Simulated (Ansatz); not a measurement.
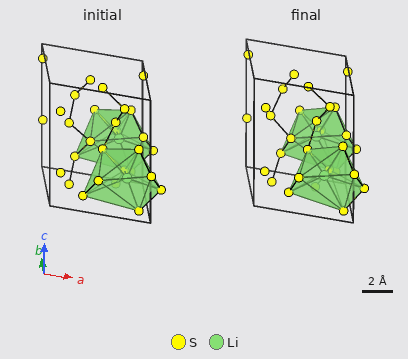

The structure of crystalline LiS18 (set up in C2) (coarse preliminary run) before (left) and after (right) a relaxation, at one scale.

A polyhedral model of the cell of the calculation, seen from a free direction.

Case: 1 Li put on empty site 1 of 2 host cells, relaxed.

Level of theory: DFT PBE+D3(BJ), scalar-relativistic, plane waves, PAW (Ansatz 0.2.0).

The input:
```yaml
crystal:
  lattice:
    - [7.4637949957, 0.0, 0.0]
    - [-3.7318974978, 6.4638360749, 0.0]
    - [0.0, 0.0, 8.7587501092]
  atoms:
    - { symbol: S, position: [0.1149309629, 0.1149309629, 0.25] }
    - { symbol: S, position: [0.1149309629, 0.1149309629, 0.75] }
    - { symbol: S, position: [0.4570365351, 0.6906549535, 0.368692221] }
    - { symbol: S, position: [0.4570365351, 0.6906549535, 0.868692221] }
    - { symbol: S, position: [0.6906549535, 0.4570365351, 0.131307779] }
    - { symbol: S, position: [0.6906549535, 0.4570365351, 0.631307779] }
    - { symbol: S, position: [0.8850690371, 0.0, 0.0833333333] }
    - { symbol: S, position: [0.8850690371, 0.0, 0.5833333333] }
    - { symbol: S, position: [0.2336184184, 0.5429634649, 0.0353588877] }
    - { symbol: S, position: [0.2336184184, 0.5429634649, 0.5353588877] }
    - { symbol: S, position: [0.3093450465, 0.7663815816, 0.2020255543] }
    - { symbol: S, position: [0.3093450465, 0.7663815816, 0.7020255543] }
    - { symbol: S, position: [0.5429634649, 0.2336184184, 0.4646411123] }
    - { symbol: S, position: [0.5429634649, 0.2336184184, 0.9646411123] }
    - { symbol: S, position: [0.7663815816, 0.3093450465, 0.2979744457] }
    - { symbol: S, position: [0.7663815816, 0.3093450465, 0.7979744457] }
    - { symbol: S, position: [0.0, 0.8850690371, 0.4166666667] }
    - { symbol: S, position: [0.0, 0.8850690371, 0.9166666667] }
    - { symbol: Li, position: [0.7666666667, 0.0, 0.3333333333] }
basis:
  ecutwfc: 420
kpoints:
  mp_grid: { grid: [3, 3, 2] }
hamiltonian:
  xc: pbe
  dispersion: d3bj
scf:
  occupations: { method: gaussian, width: 0.1 }
output:
  forces: true
  stress: true
  eigenvalues: true
relax:
  adjacent_minimum: "off"
  f_tol: 0.0325
  max_steps: 70
  cell: { stress_tol: 0.24 }
```

Launched with:
```bash
ansatz run input.yaml --threads 2 --pin off --max-ram 5120MiB --backend cpu --events-out ev --progress --plain --runs-dir out
```

### What changed between the two?

Over 13 accepted moves (15 points after the start) the energy falls by 29.4 meV per atom. Largest force component: 0.54 eV/Å at the start, 0.025 eV/Å at the end. Pressure: 2.02 GPa at the start and 0.00 GPa at the end. The line search rejected the trial step at point 10 of the run. The SCF was repeated once at an unchanged geometry on a basis and grid sized afresh for the cell, which shifted the energy by less than 0.05 meV per atom at most. The atom that moves furthest relative to the cell is Li19 (0.43 Å along −a). Largest moves by element: Li 0.43 Å, S 0.39 Å. Cell: a = b 7.464 → 7.383 Å (−1.1 %), c 8.759 → 9.090 Å (+3.8 %), α 90.0° → 89.7°. Volume +1.6 %. Near-neighbour distances that change, for instance: S11–Li19 3.172 → 2.635 Å, S17–Li19 2.407 → 2.804 Å, S7–Li19 2.361 → 2.711 Å, S15–Li19 2.331 → 2.494 Å. Among the angles between lasting bonds that change: S3–Li19–S15 120.5° → 144.1°, S11–S3–Li19 92.0° → 69.0°, S7–Li19–S8 136.0° → 117.7°. The space group stays C2 (No. 5). Cost: 4.2 min on 2 threads of Arm Neoverse V1, with other jobs on the host, peak memory 0.75 GiB.
